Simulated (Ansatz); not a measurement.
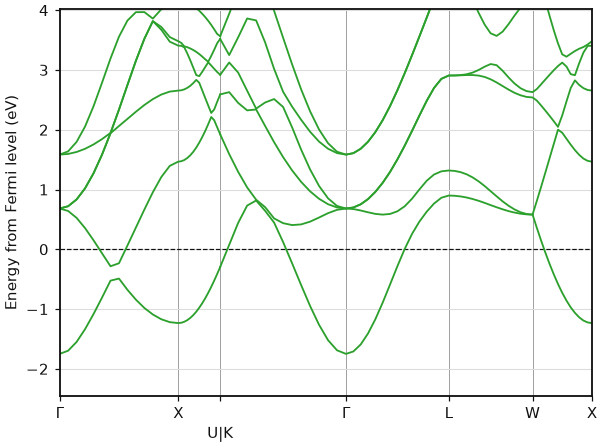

Band structure. Energies are counted from the Fermi level.

What lattice type does the k path imply?

Answer. A face-centred cubic lattice: the path Γ–X–U|K–Γ–L–W–X runs through the special points of its Brillouin zone.

This input was run:

```
crystal:
  lattice:
    - [0.0, 3.0761906573, 3.0761906573]
    - [3.0761906573, 0.0, 3.0761906573]
    - [3.0761906573, 3.0761906573, 0.0]
  atoms:
    - { symbol: Sr, position: [0.5, 0.5, 0.5] }
    - { symbol: Cl, position: [0.0, 0.0, 0.0] }
basis:
  ecutwfc: 420
kpoints:
  mp_grid: { grid: [16, 16, 16] }
  band_path:
    path:
      - [[0.0, 0.0, 0.0], [0.5, 0.0, 0.5], [0.625, 0.25, 0.625]]
      - [[0.375, 0.375, 0.75], [0.0, 0.0, 0.0], [0.5, 0.5, 0.5], [0.5, 0.25, 0.75], [0.5, 0.0, 0.5]]
    npoints: 14
hamiltonian:
  xc: pbe
scf:
  occupations: { method: gaussian, width: 0.1 }
  n_extra_bands: 6
output:
  forces: true
  stress: true
  eigenvalues: true
  populations: true
  dos: { projected: true, de: 0.02, nscf_kmesh: { grid: [20, 20, 20] } }
  bader: true
  write_density: true
  write_potential: true
  elf: true
  volumetric_format: npy
```

Run as:
```bash
ansatz run input.yaml --threads 1 --pin off --max-ram 2560MiB --backend cpu --events-out ev --progress --plain --runs-dir out
```

Metal, semiconductor or insulator?

Answer. A metal: 2 bands cross the Fermi level along this path.

On which lines of the path do bands cross the Fermi level?

Answer. Bands cross the Fermi level on Γ–X, K–Γ, Γ–L and W–X, and not on X–U and L–W.

The structure is an invented one, so it need not be a known or stable phase. The electron count is odd and the run has no spin polarisation, so a magnetic state may lie lower.
